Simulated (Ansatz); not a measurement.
Input file:

```
crystal:
  lattice:
    - [5.7432091397, -1.5678776133, 0.0009115884]
    - [5.7432091397, 1.5678776133, 0.0009115884]
    - [-1.896213018, 0.0, 7.1753492035]
  atoms:
    - { symbol: Al, position: [0.9442094859, 0.9442094859, 0.3892317959] }
    - { symbol: Al, position: [0.8889313877, 0.8889313877, 0.7767015037] }
    - { symbol: Al, position: [0.2231418104, 0.2231418104, 0.4445132147] }
    - { symbol: Al, position: [0.554049176, 0.554049176, 0.1130296836] }
    - { symbol: Ga, position: [0.27708213, 0.27708213, 0.057622351] }
    - { symbol: Ga, position: [0.6096504607, 0.6096504607, 0.7217877008] }
    - { symbol: "N", position: [0.1476133205, 0.1476133205, 0.1850004149] }
    - { symbol: "N", position: [0.4816489567, 0.4816489567, 0.852446688] }
    - { symbol: "N", position: [0.8183309532, 0.8183309532, 0.5150587662] }
    - { symbol: "N", position: [0.7644028727, 0.7644028727, 0.9017209721] }
    - { symbol: "N", position: [0.0952971059, 0.0952971059, 0.5647077581] }
    - { symbol: "N", position: [0.4310073402, 0.4310073402, 0.242980141] }
kpoints:
  mp_grid: { grid: [8, 8, 4] }
hamiltonian:
  xc: r2scan
  dispersion: rvv10
scf:
  occupations: { method: fermi_dirac, width: 0.03 }
relax:
  f_tol: 0.01
  cell: {}
  max_steps: 120
output:
  write_density: true
  write_potential: true
  elf: true
  volumetric_format: npy
```

Launched as:

```sh
ansatz run input.yaml --threads 4 --pin off --max-ram 4608MiB --backend cpu --events-out ev --progress --plain --runs-dir out
```

Below, planes, directions and counts refer to the conventional cell (a = 11.46 Å, b = 3.13 Å, c = 7.40 Å, α = 90.00°, β = 104.81°, γ = 90.00°).

The fields are those of the relaxed geometry.

Space group Cm; a structure from a database of computed crystals, not necessarily the ambient phase; started from the database structure prototype, which need not be the ambient phase.

Method: DFT, r2SCAN+rVV10, plane waves, PAW (Ansatz).

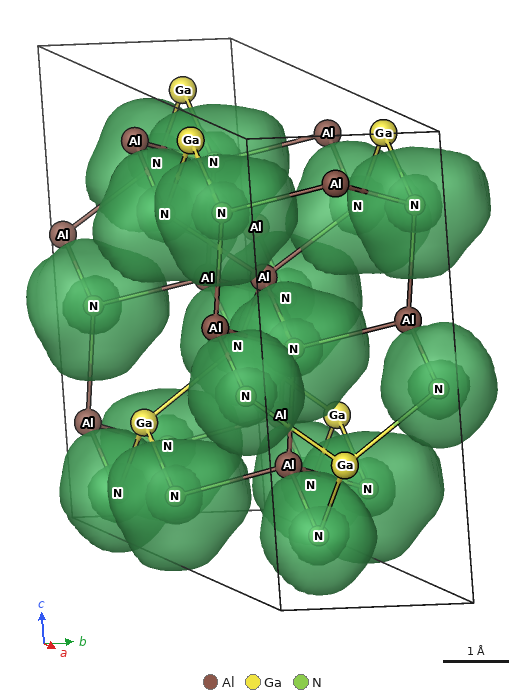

Al₂GaN₃. Isosurface of the ELF at 0.7 (green), seen slightly off an axis. Only the valence region is drawn (cores and ρ < 0.01 e/Å³ removed). Sticks mark near contacts.

### Describe the localisation domains.

At this value the surface marks out twelve regions on N in which the atom's valence shell and bonds are merged, counted in one cell of 24 atoms. Regions shared between cells count once. Along the contacts the grid gives the following. Al–N (1.88 Å): the ELF peaks at about 0.90 between the atoms: a shared but strongly polarised pair. Ga–N (1.93 Å): the ELF peaks at about 0.85 in the valence shell of N, 0.7 Å from its nucleus, and is about 0.50 at the midpoint.

### Does the calculation make it a metal, or give it a gap?

It is gapped, with a Kohn–Sham gap of 3.9 eV on the k-point mesh, an upper bound to the gap of this method.
